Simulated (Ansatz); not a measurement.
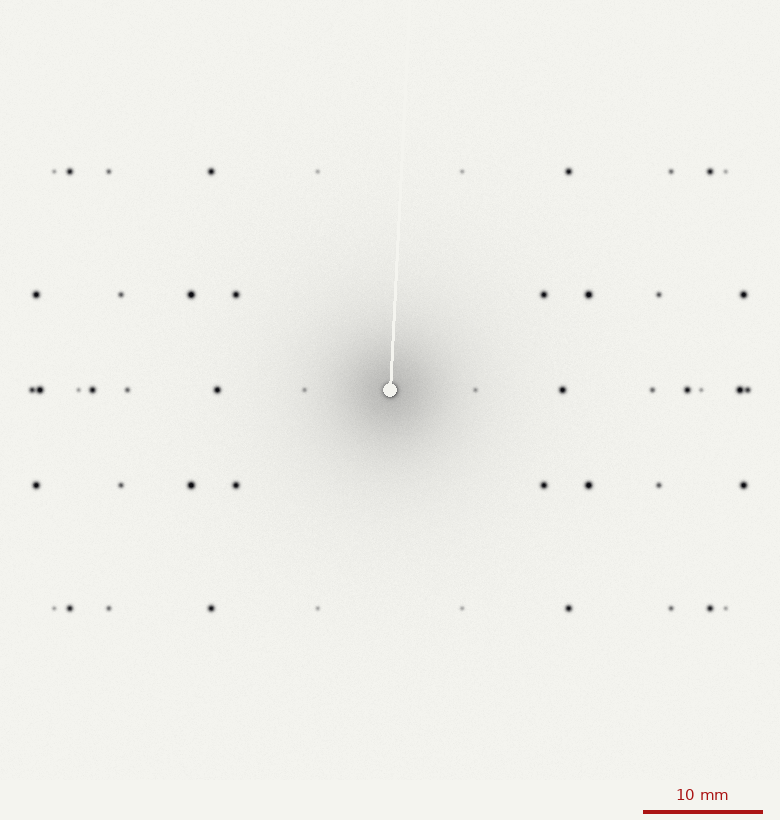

Simulated X-ray rotation photograph: Cu Kα radiation (λ = 1.5418 Å), cylindrical film of radius 28.65 mm unrolled, rotation axis vertical and normal to the beam, kinematic intensities without Lorentz or polarisation factors, the film spanning ±63° about the beam; spots down to d = 1.49 Å.

What lattice repeat along the rotation axis do the layer lines give?

The first layer line lies 8.1 mm from the equator, so tan ν = 0.281, sin ν = 0.271 and the period is λ/sin ν = 5.69 Å. Further lines follow at 18.5 mm.

The crystal is Y, space group Fmmm (No. 69), a = 3.63 Å, b = 5.69 Å, c = 12.25 Å. Structure: the geometry relaxed with DFT PBEsol, scalar-relativistic, plane waves, PAW in Ansatz 0.2.0; the starting structure was generated, so it need not be a known form of this composition.

About which axis was it rotated?

About [010], whose length in the conventional cell is 5.693 Å.
